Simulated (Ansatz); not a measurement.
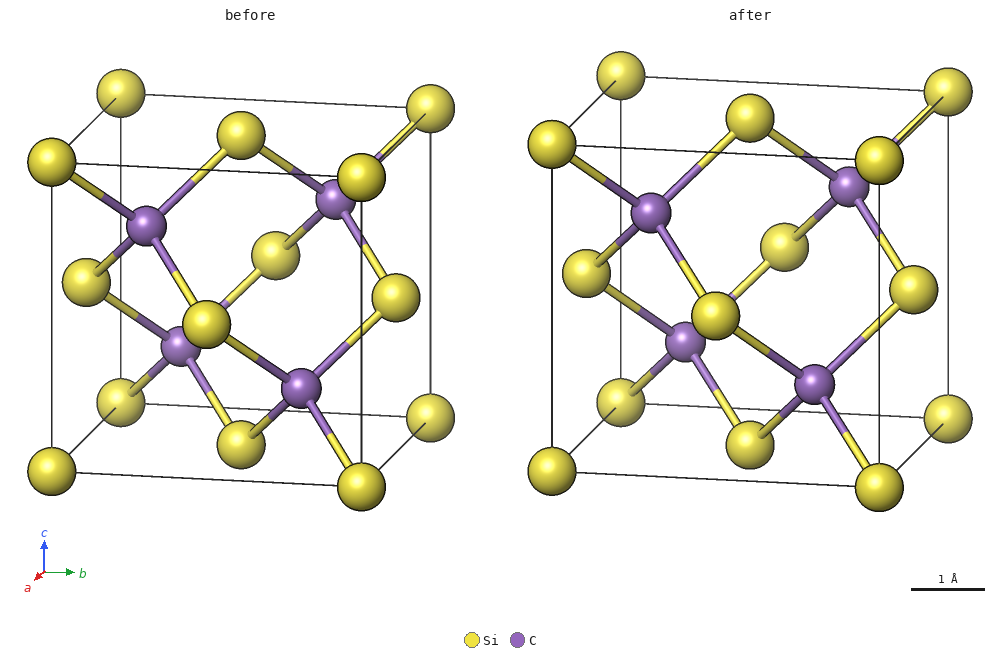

Left: a symmetric starting cell of SiC. Right: the same structure after one change, at the same scale. A ball-and-stick model of the conventional cell (4 times the calculation's cell), seen slightly off an axis. Lengths and directions refer to the drawn axes.

Computed with DFT PBE, scalar-relativistic, plane waves, PAW (Ansatz 0.2.0). (plane-wave cutoff 420 eV; k-point mesh 12 × 12 × 12; occupations gaussian; smearing width 0.02 eV; no spin polarisation)

> What was changed?

The cell is strained by −0.3 % along a and +5.7 % across it (volume +11.4 %), the atoms keeping their fractional coordinates. No relaxation follows. The starting cell wasn't computed here and needn't be at equilibrium, so pressure and forces aren't due to the change alone.

> And its effect?

Some distances before and after: C–Si 1.883 → 1.953 Å. The space group (tolerance 0.01 Å) goes from F-43m (No. 216) to I-4m2 (No. 119). The pressure is −15.6 GPa (not all of it need come from the change, since the unchanged cell can be under pressure at this level too). The principal stresses (compression positive) are −6.9 GPa along a and −20.0 GPa across it. All forces vanish by symmetry.
